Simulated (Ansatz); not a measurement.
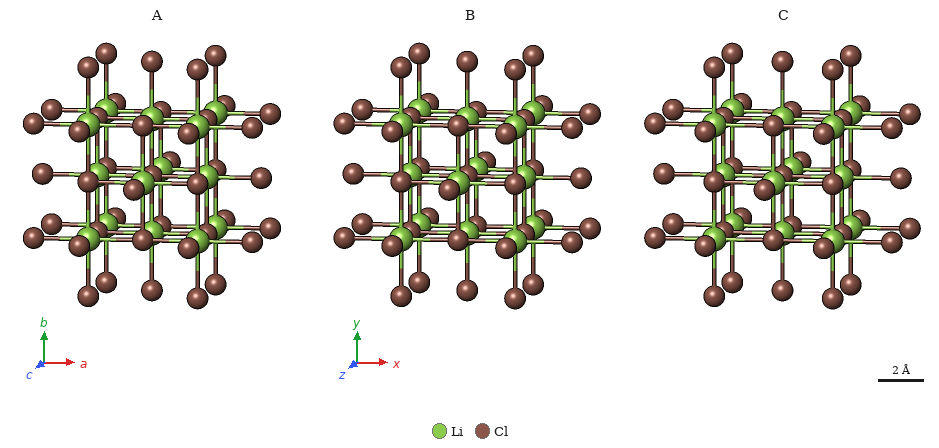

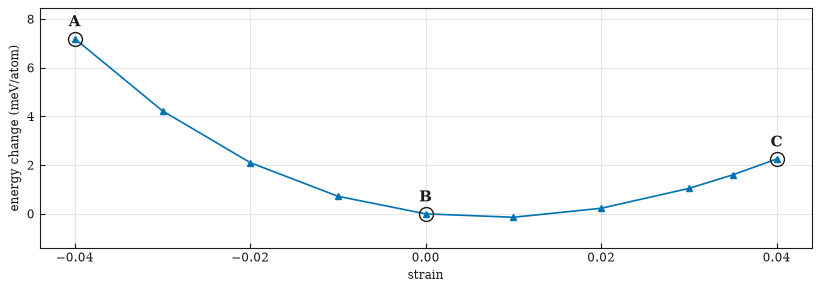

A scan of crystalline LiCl (Fm-3m): the cell is strained along x alone, with the atoms kept at their fractional coordinates. x, y and z are the Cartesian axes of the input. The lettered frames are marked on the plot. A ball-and-stick model of the conventional cell (4 times the calculation's cell), seen along the c axis, with a slight tilt. Lengths and directions refer to the drawn axes.

Computed with DFT PBE, scalar-relativistic, plane waves, PAW in Ansatz. (plane-wave cutoff 420 eV; k-point mesh 8 × 8 × 8; occupations gaussian; smearing width 0.05 eV; no spin polarisation). Energies (free energies at the smearing named) are counted from the cell as listed in its source, which wasn't relaxed.

Describe the profile.

Of the computed points the lowest is at the strain 0.01, −0.14 meV/atom. At the ends of the scan the energy is 7.20 meV/atom (−0.04) and 2.25 meV/atom (0.04). The curvature at zero strain, (1/V) d²E/dε², is about 55 GPa; it is C₁₁ with clamped ions. The distortion takes the space group from Fm-3m to I4/mmm. At the strain −0.04 the cell of the drawing goes a 5.130 → 4.924 Å.

The computed points:

| strain | energy change (meV/atom) |
| --- | --- |
| −0.040 | 7.20 |
| −0.030 | 4.23 |
| −0.020 | 2.10 |
| −0.010 | 0.72 |
| 0.000 | 0.00 |
| 0.010 | −0.14 |
| 0.020 | 0.23 |
| 0.030 | 1.05 |
| 0.035 | 1.60 |
| 0.040 | 2.25 |
